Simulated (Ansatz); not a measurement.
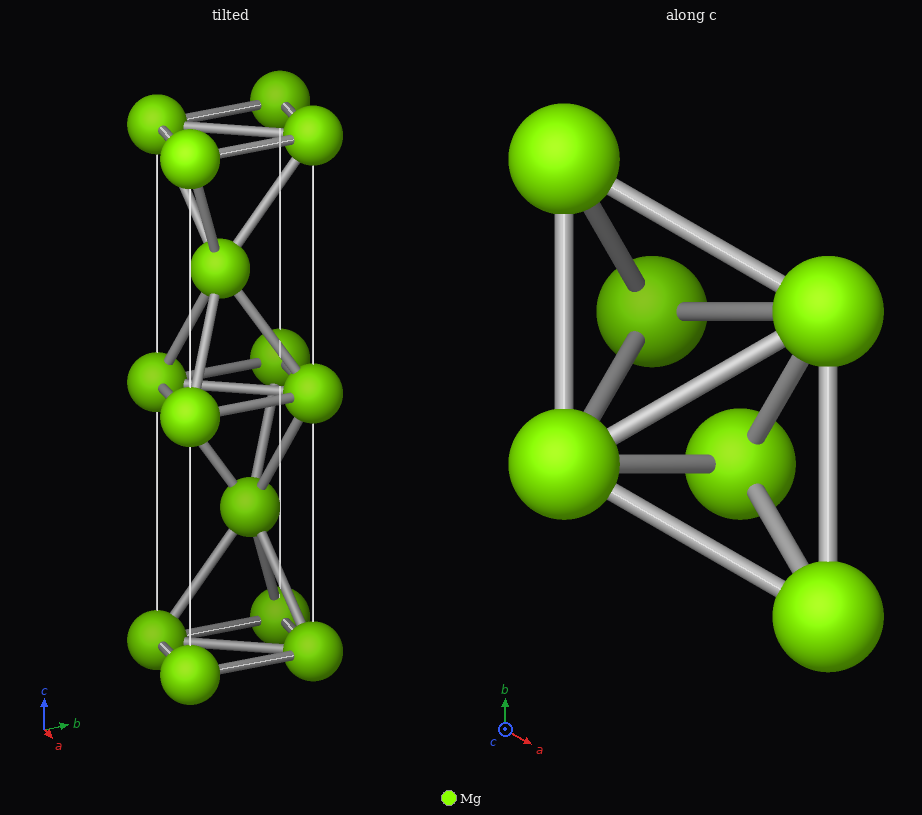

Structure drawing (ball-and-stick), viewed slightly off an axis and along the c axis. Thin lines show the conventional unit cell, with boundary atoms drawn in all their periodic places.

Mg, double hexagonal close-packed (α-La type), space group P6_3/mmc (No. 194), a = 3.210 Å, b = 3.210 Å, c = 10.319 Å, α = 90.00°, β = 90.00°, γ = 120.00°. Its origin is a structure listed in the Materials Project. Earlier steps of the study may have refined or changed the cell and positions. Ansatz was used for an electronic-structure calculation on it.

This one geometry was computed with Ansatz (DFT, plane waves, PAW) at three levels of theory: PBEsol, PBE and r2SCAN.

Question: How does the band gap change with the level of theory?

Answer: All levels give a metal.

Question: Collect the results in a table.

Answer:
| level | cutoff (eV) | k-mesh of the run's cell | gap (eV) | pressure (GPa) |
| --- | --- | --- | --- | --- |
| PBEsol | 420 | 15×15×4 | metal | -0.7 |
| PBE | 420 | 15×15×4 | metal | 0.0 |
| r2SCAN | 500 | 15×15×4 | metal | -0.7 |

Gaps are taken on the k-mesh or band path of each run.
